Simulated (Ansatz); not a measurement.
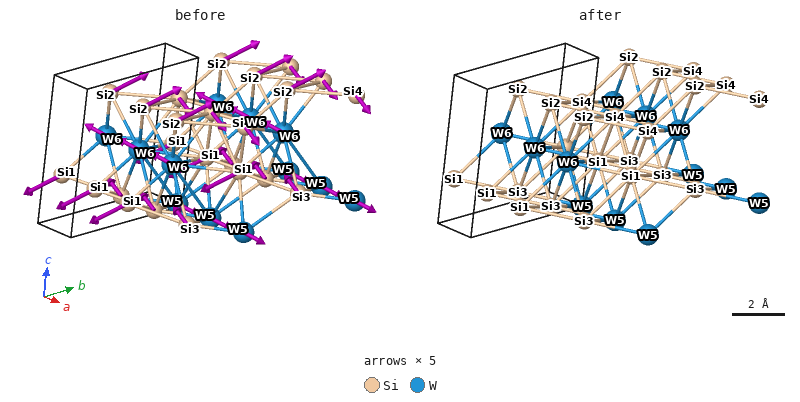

The structure of crystalline Si$_{2}$W (set up in P1) before (left) and after (right) a relaxation, at one scale. The purple arrows give the displacements, 5 times their true length.

A ball-and-stick model of the cell of the calculation, repeated 3 × 2 × 1 with one cell outlined, seen slightly off an axis.

Case: a zone-boundary wave of random shape, sigma 0.15 Å; relaxed back.

Computed with Ansatz 0.2.0, DFT PBEsol, scalar-relativistic, plane waves, PAW.

Input file:
```yaml
crystal:
  lattice:
    - [0.0, 3.2024995618, 0.0]
    - [1.6012497809, 1.6012497809, -3.9078662639]
    - [-4.8037493427, 1.6012497809, -3.9078662639]
  atoms:
    - { symbol: Si, position: [0.3837967285, 1.0505000061, 0.3532414036] }
    - { symbol: Si, position: [0.2852011614, 0.4460031591, 0.8122596514] }
    - { symbol: Si, position: [0.7219984009, 0.5140261882, 0.1446506091] }
    - { symbol: Si, position: [0.6090037092, -0.0105293534, 0.6898483359] }
    - { symbol: W, position: [-0.0227040418, -0.0361683729, 0.0215322828] }
    - { symbol: W, position: [0.0227040418, 0.5361683729, 0.4784677172] }
basis:
  ecutwfc: 420
kpoints:
  mp_grid: { grid: [12, 12, 12] }
hamiltonian:
  xc: pbesol
scf:
  occupations: { method: gaussian, width: 0.15 }
output:
  forces: true
  stress: true
  eigenvalues: true
relax:
  adjacent_minimum: "off"
  f_tol: 0.01
  max_steps: 80
  cell: { stress_tol: 0.1 }
```

Run as
```bash
ansatz run input.yaml --threads 2 --pin off --max-ram 5120MiB --backend cpu --events-out ev --progress --plain --runs-dir out
```

Q: Describe what moved and what it gained.

A: The largest moves, 0.40 Å, are those of Si1 and Si2. Si2 goes along [2 2 1]. By element the largest moves are Si 0.40 Å, W 0.20 Å. The lattice vectors keep their values. Near-neighbour distances that change, for instance: Si4–W6 2.959 → 2.608 Å, Si2–Si3 2.970 → 2.621 Å, Si3–W5 2.269 → 2.608 Å, Si1–W5 2.946 → 2.608 Å. The space group (tolerance 0.01 Å) goes from P1 (No. 1) to I4/mmm (No. 139). Over 5 accepted moves (6 points after the start) the energy falls by 401 meV per atom. Largest force component: 3.8 eV/Å at the start, 0.00021 eV/Å at the end. The pressure goes from 12.56 to 0.00 GPa. At 1 point the geometry stayed and the basis and grid were re-selected for the new cell (energy shift of less than 0.05 meV per atom at most each time). Cost: 12 min on 2 threads of Arm Neoverse V1, on a shared host, peak memory 1.7 GiB.
